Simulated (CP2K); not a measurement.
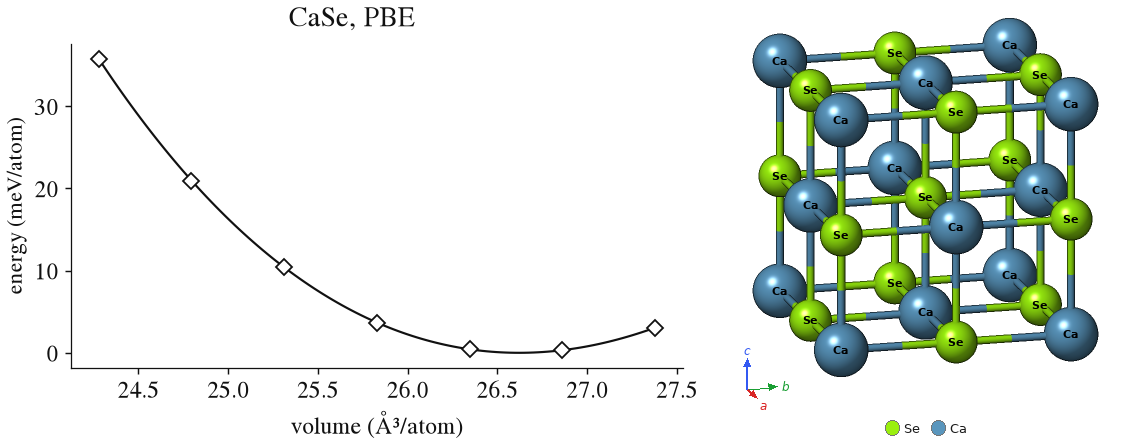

The figure shows the energy against volume for CaSe, space group Fm-3m (No. 225). The conventional cell is drawn beside the plot.

The given structure:
```yaml
crystal:
  lattice:
    - [4.18042, 0.00000, 0.00000]
    - [2.09021, 3.62035, 0.00000]
    - [2.09021, 1.20678, 3.41329]
  atoms:
    - { symbol: Se, position: [0.50000, 0.50000, 0.50000] }
    - { symbol: Ca, position: [0.00000, 0.00000, 0.00000] }
```

Calculation (CP2K 2026.2): DFT in Gaussian orbitals with a plane-wave density, no spin polarisation; energies at scaled volumes of the given cell, shape and fractions fixed, counted from the fit's minimum, third-order Birch-Murnaghan fit. Level: PBE.

```json
{"setting": "k mesh", "value": "8×8×8"}
{"setting": "occupations", "value": "Fermi–Dirac"}
{"setting": "smearing width", "value": "0.05 eV"}
{"setting": "potentials", "value": "GTH PBE with UZH TZVP basis"}
{"setting": "density cutoff", "value": "6123 eV"}
{"setting": "program settings", "value": "ngrids 4, basis sets Se TZVP-MOLOPT-PBE-GTH-q6, basis sets Ca TZVP-MOLOPT-PBE-GTH-q10, cutoff ry 450 Ry, rel cutoff ry 60 Ry"}
```

From this curve and the settings, what does the calculation give for the pressure at the same points?

The pressure falls from 5.29 GPa at volume 24.28 Å³/atom to −1.26 GPa at 27.38 Å³/atom, and changes sign near 26.63 Å³/atom.

```
volume (Å³/atom)  pressure (GPa)
           24.28            5.29
           24.80            3.91
           25.31            2.66
           25.83            1.53
           26.35            0.50
           26.86           -0.42
           27.38           -1.26
```
